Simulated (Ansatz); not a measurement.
SnSe

```
CELL_PARAMETERS angstrom
4.28533 0.00000 0.00000
0.00000 4.28533 0.00000
0.00000 0.00000 10.99069
ATOMIC_POSITIONS crystal
Sn 0.50000 0.00000 0.37663
Sn 0.00000 0.50000 0.62337
Se 0.50000 0.00000 0.62059
Se 0.00000 0.50000 0.37941
```

Space group P4/nmm; a structure from a database of computed crystals, not necessarily the ambient phase.

The calculation used Ansatz 0.2.0, DFT r2SCAN, scalar-relativistic, plane waves, PAW.

The density is the valence pseudo-density of a PAW calculation; it isn't the true density close to the nuclei.

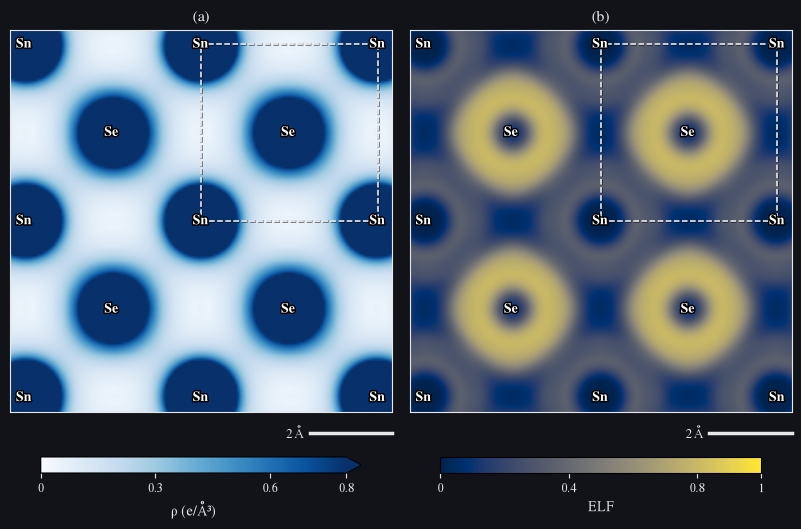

Figure 1. (a) valence charge density (pseudo); (b) ELF on the (001) plane of the conventional cell.

What does the map show?

- The section cuts through Sn and Se sites.
- Sn–Se (3.03 Å): the density is about 0.22 e/Å³ at the midpoint; the ELF is about 0.40 at the midpoint and 0.30 at its lowest between the atoms.
- Between the atoms the lowest density in this plane is 0.05 e/Å³.

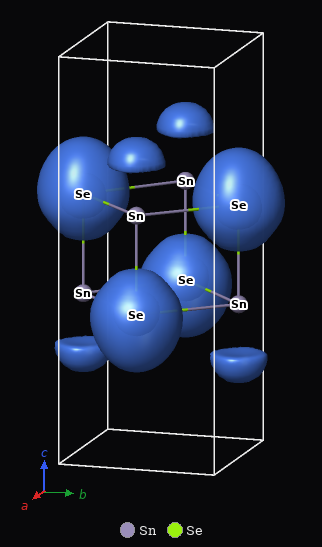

Figure 2. Isosurface of the ELF at 0.7 (blue), seen slightly off an axis. Core shells and regions of very low density are left out. Sticks mark near contacts.

Identify the bonds, lone pairs and shells in this picture.

At this value the surface marks out two lobes on Sn, pointing away from the bonds (lone pairs) and two regions wrapped around Se (the valence shell of each), counted in one cell of 4 atoms. Any copies at cell faces, edges or corners count once. Profiles from the grid: Sn–Se (2.68 Å): the ELF is about 0.60 at the midpoint.

Does the calculation give a band gap?

It is gapped, with a Kohn–Sham gap of 1.8 eV on the k-point mesh (the band edges may lie off the mesh, which would make the gap smaller).
